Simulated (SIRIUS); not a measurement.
System: Pb (space group Fm-3m).

Method: plane-wave DFT, no spin polarisation; energies at scaled volumes of the given cell, shape and fractions fixed, counted from the fit's minimum, third-order Birch-Murnaghan fit (SIRIUS 7.10.0). All runs: no spin polarisation.

occupations Fermi–Dirac; smearing width 0.05 eV; wave cutoff 765.3 eV; density cutoff 3061 eV.

Settings that differ: PBEsol: k mesh 9×9×9, potentials dojo-sr-pbesol-0.4.1-standard; PBE: k mesh 8×8×8, potentials dojo-sr-pbe-0.4.1-standard.

Describe the result: the pressure against volume, with one curve for each functional. The cases: PBEsol; PBE.

The fitted equilibrium volumes, smallest first, are PBEsol 29.952, PBE 32.040 Å³/atom. The fitted bulk moduli, smallest first, are PBE 41.6, PBEsol 49.3 GPa. For PBEsol, the pressure falls from 2.78 GPa at volume 28.50 Å³/atom to −2.88 GPa at 32.14 Å³/atom, and changes sign near 29.96 Å³/atom. For PBE, the pressure falls from 6.34 GPa at volume 28.50 Å³/atom to −0.13 GPa at 32.14 Å³/atom, and changes sign near 32.04 Å³/atom.

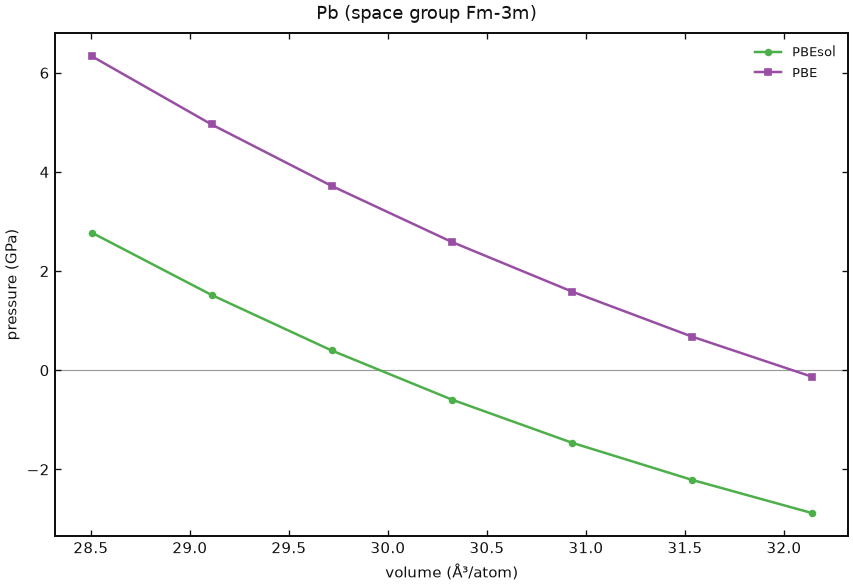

Limits of the calculation: the fit and the printed pressures don't fully agree, or the minimum lies near the end of the range (PBE); spin-orbit coupling left out, heavy elements.
